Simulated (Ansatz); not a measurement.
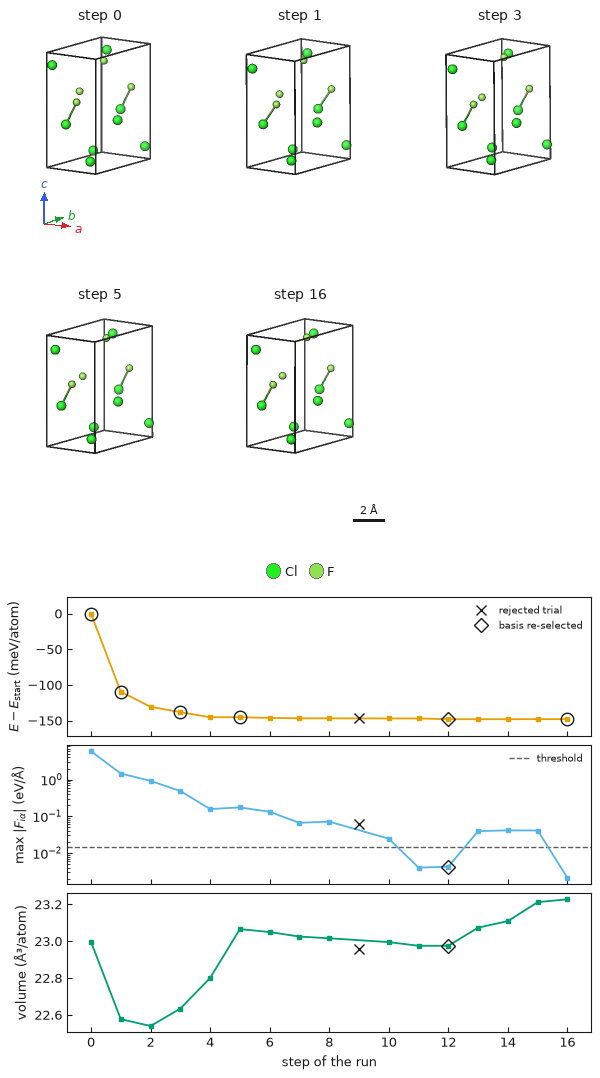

Frames of a relaxation of a crystal of Cl$_{5}$F$_{3}$ (set up in Pm), marked on the history of the run. The picture is a ball-and-stick view of the cell of the calculation, seen from a free direction.

Case: 3 of 8 Cl sites taken by F, cell and atoms relaxed.

Computed with DFT PBE+D3(BJ), scalar-relativistic, plane waves, PAW (Ansatz 0.2.0). Set-up: plane-wave cutoff 420 eV; k-point mesh 8 × 6 × 4; occupations gaussian; smearing width 0.02 eV; no spin polarisation; cell and atoms relaxed; force threshold 0.015 eV/Å; at most 60 steps.

What happens along the run?

Answer. The run was cut off at its time limit before the program reported convergence, but its last step already meets the force threshold: the largest component is 0.0021 eV/Å against 0.015 eV/Å. The pressure is within 0.01 GPa of its target. The atom that moves furthest relative to the cell is an F atom (0.38 Å along [2 0 3]). Largest moves by element: F 0.38 Å, Cl 0.32 Å. The volume changes by +1.0 %, with a 3.869 → 3.815 Å (−1.4 %), b 6.230 → 6.585 Å (+5.7 %), c 7.632 → 7.398 Å (−3.1 %), β 90.0° → 89.9°. Near-neighbour distances that change, for instance: Cl–Cl 2.960 → 2.473 Å, Cl–Cl 1.788 → 2.025 Å, Cl–F 1.788 → 1.684 Å, Cl–F 1.788 → 1.743 Å. The space group stays Pm (No. 6). The energy falls by 148 meV per atom in 14 accepted moves (16 points after the start). Largest force component: 5.9 eV/Å at the start, 0.0021 eV/Å at the end. Pressure: 0.19 GPa at the start and 0.00 GPa at the end. The line search rejected the trial step at point 9 of the run. At 1 point the geometry stayed and the basis and grid were re-selected for the new cell (energy shift of 1.0 meV per atom at most each time). Cost: 7.1 min on 1 thread of Intel(R) Xeon(R) 6975P-C (Granite Rapids), on a shared host, peak memory 0.66 GiB. From step 0 to 1: a Cl atom moves most (0.19 Å), volume −1.8 %, energy −109 meV per atom. From step 1 to 3: an F atom moves most (0.27 Å), volume +0.3 %, energy −28.7 meV per atom. From step 3 to 5: a Cl atom moves most (0.18 Å), volume +1.9 %, energy −7.1 meV per atom. From step 5 to 16: an F atom moves most (0.08 Å), volume +0.7 %, energy −2.7 meV per atom.

```csv
step,"E − E(0), meV/atom","largest force component, eV/Å","pressure, GPa","volume, Å³/atom",note
0,0.00,5.9393,0.19,22.997,
1,-109.34,1.4655,-1.08,22.577,
2,-130.50,0.9218,-0.92,22.540,
3,-138.00,0.4888,-0.59,22.634,
4,-145.11,0.1577,0.06,22.800,
5,-145.09,0.1745,0.30,23.066,
6,-146.06,0.1326,-0.10,23.050,
7,-146.62,0.0664,-0.06,23.025,
8,-146.68,0.0716,-0.01,23.016,
9,-146.75,0.0617,0.01,22.956,rejected
10,-146.81,0.0246,-0.01,22.995,
11,-146.85,0.0040,0.01,22.976,
12,-147.90,0.0042,0.07,22.976,"same geometry, new basis"
13,-147.90,0.0395,0.03,23.074,
14,-147.89,0.0414,0.05,23.109,
15,-147.82,0.0410,0.00,23.212,
16,-147.81,0.0021,0.00,23.228,
```
